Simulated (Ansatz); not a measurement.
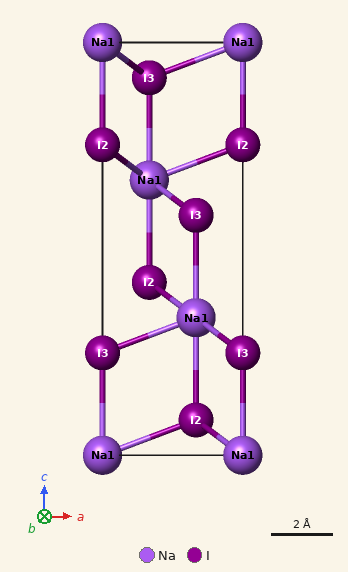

Starting structure of crystalline NaI$_{2}$ (built on the cadmium chloride_166 type). A ball-and-stick model of the conventional cell (3 times the calculation's cell), seen along the b axis. Lengths and directions refer to the drawn axes.

Case: cadmium chloride type (R-3m, No. 166).

Computed with Ansatz 0.2.0, DFT PBE, scalar-relativistic, plane waves, PAW.

The input:
```yaml
crystal:
  lattice:
    - [2.6926570141, 1.5546062519, 4.574664354]
    - [-2.6926570141, 1.5546062519, 4.574664354]
    - [0.0, -3.1092125039, 4.574664354]
  atoms:
    - { symbol: Na, position: [0.0, 0.0, 0.0] }
    - { symbol: I, position: [0.7521284363, 0.7521284363, 0.7521284363] }
    - { symbol: I, position: [0.2478715637, 0.2478715637, 0.2478715637] }
basis:
  ecutwfc: 420
kpoints:
  mp_grid: { grid: [12, 12, 12] }
hamiltonian:
  xc: pbe
scf:
  occupations: { method: gaussian, width: 0.1 }
output:
  forces: true
  stress: true
  eigenvalues: true
relax:
  adjacent_minimum: "off"
  f_tol: 0.01
  max_steps: 80
  cell: { stress_tol: 0.05 }
```

Run as
```bash
ansatz run input.yaml --threads 1 --pin off --max-ram 2560MiB --backend cpu --events-out ev --progress --plain --runs-dir out
```

Predict the outcome.

Answer. The energy falls by 1.2 meV per atom in 4 accepted moves (5 points after the start). Largest force component: 0.039 eV/Å at the start, 0.0013 eV/Å at the end. The pressure goes from 0.24 to 0.00 GPa. At 1 point the geometry stayed and the basis and grid were re-selected for the new cell (energy shift of less than 0.05 meV per atom at most each time). The largest moves relative to the cell, 0.028 Å, are those of I2 and I3. I2 goes along −c. Na stays in place. Cell: a = b 5.385 → 5.486 Å (+1.9 %), c 13.724 → 13.428 Å (−2.2 %). Volume +1.6 %. Near-neighbour distances that change, for instance: Na1–I2 3.402 → 3.357 Å, Na1–I2 (another image) 3.323 → 3.360 Å. The space group (tolerance 0.01 Å) goes from R-3m (No. 166) to Fm-3m (No. 225). Cost: 3.7 min on 1 thread of Intel(R) Xeon(R) Platinum 8259CL CPU @ 2.50GHz (Skylake/Cascade Lake) (shared host), peak memory 0.76 GiB.

History of the run:

```tsv
step	E − E(0), meV/atom	largest force component, eV/Å	pressure, GPa	volume, Å³/atom	note
0	0.00	0.0393	0.24	38.299	
1	-0.60	0.0131	0.13	38.577	
2	-0.91	0.0031	-0.02	38.964	
3	-1.18	0.0005	0.02	38.850	
4	-1.20	0.0013	0.00	38.895	
5	-1.23	0.0013	0.00	38.895	same geometry, new basis
```

The structure at the end:

```
Na I
1.0
     2.74323    1.58381    4.47603
    -2.74323    1.58381    4.47603
     0.00000   -3.16761    4.47603
Na I
1 2
Direct
  0.00000 0.00000 0.00000
  0.75002 0.75002 0.75002
  0.24998 0.24998 0.24998
```

After the run, drawn alike:

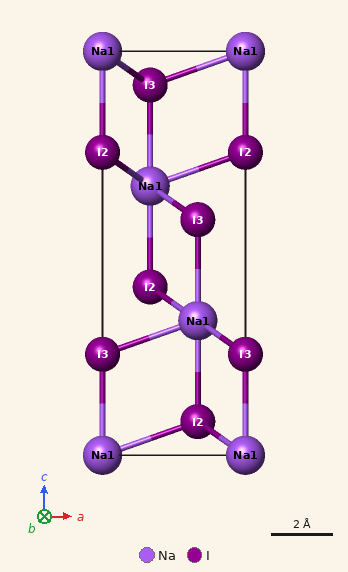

Limits of the set-up: an odd number of electrons was run without spin polarisation, which fails if the electron would localise.
